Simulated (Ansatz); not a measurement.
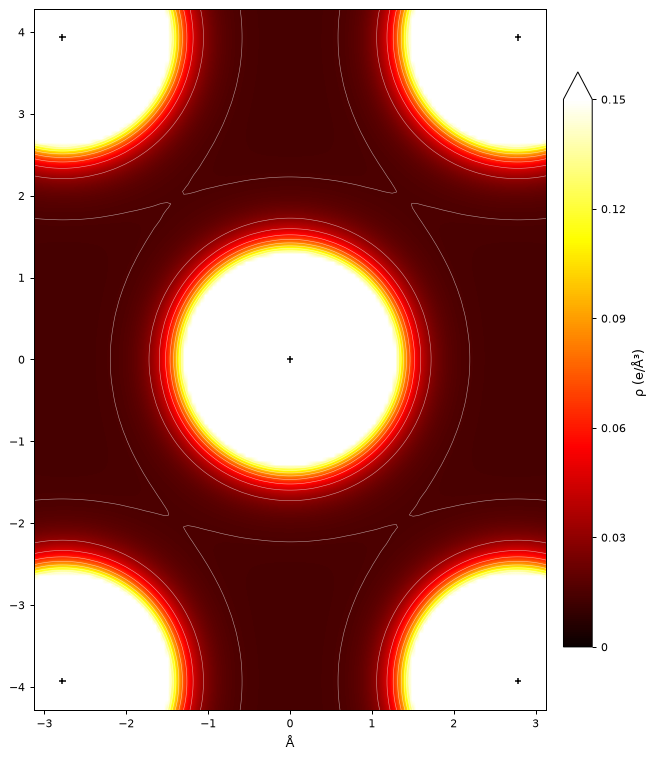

The valence charge density (pseudo) on a plane through atoms (crosses mark nuclei in the plane).

Level of theory: Ansatz 0.2.0, Kohn-Sham DFT of a periodic cell, PBEsol, Ansatz PAW.

Candidates:
A. Ge, a = 5.26 Å, b = 5.77 Å, c = 10.23 Å, α = 90.00°, β = 90.00°, γ = 90.00°. Space group Fmmm; a structure from a database of computed crystals, not necessarily the ambient phase; computed pressure about −4 GPa in this cell.
B. Rb, a = 5.56 Å, b = 5.56 Å, c = 5.56 Å, α = 90.00°, β = 90.00°, γ = 90.00°. Space group Im-3m.

> Which system is this?

Candidate B: Rb on the (11̄0) plane of the conventional cell, which holds Rb. Rb–Rb (4.82 Å): ρ at the midpoint is about 0.02 e/Å³.
